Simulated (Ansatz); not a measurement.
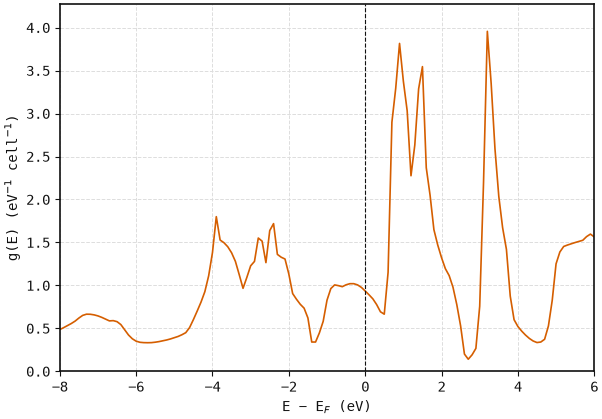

Density of states. Energies are counted from the Fermi level.

The Ansatz input:

```yaml
crystal:
  lattice:
    - [3.179064, 0.0, 0.0]
    - [0.0, 3.179064, 0.0]
    - [0.0, 0.0, 3.179064]
  atoms:
    - { symbol: Ti, position: [0.0, 0.0, 0.0] }
    - { symbol: Al, position: [0.5, 0.5, 0.5] }
hamiltonian:
  xc: b3lyp
  pseudopotentials: { kind: paw, partial_waves: polarizable }
  dispersion: d3bj
kpoints:
  mp_grid: { grid: [6, 6, 6] }
scf:
  occupations: { method: methfessel_paxton, width: 0.025 }
  n_extra_bands: 6
output:
  forces: true
  stress: true
  eigenvalues: true
  dos: { projected: false, de: 0.05 }
```

System: CsCl-type TiAl, space group Pm-3m (No. 221), 2 atoms in the cell.

Method: B3LYP with D3(BJ) dispersion, Ansatz PAW polarizable, no spin polarisation, no spin-orbit coupling, 6×6×6 k mesh in the self-consistent step, 420 eV cutoff, Methfessel-Paxton smearing of 0.025 eV (Ansatz).

> What is the density of states at the Fermi level?

It is a metal. The density of states at the Fermi level is about 0.93 per eV and cell (mean within 0.25 eV), or 0.47 per atom.

The density of states comes from the program's own step for it, whose mesh and broadening can differ from those of the self-consistent step. The k mesh is thin for exact exchange. The PAW data sets were made with another functional. Unscreened exact exchange wrongly thins out the states at the Fermi level of a metal. The cell is at −10 GPa in this functional. The usual form of TiAl is tetragonal (L1₀). The k mesh is thin for a density of states, so fine features aren't converged.
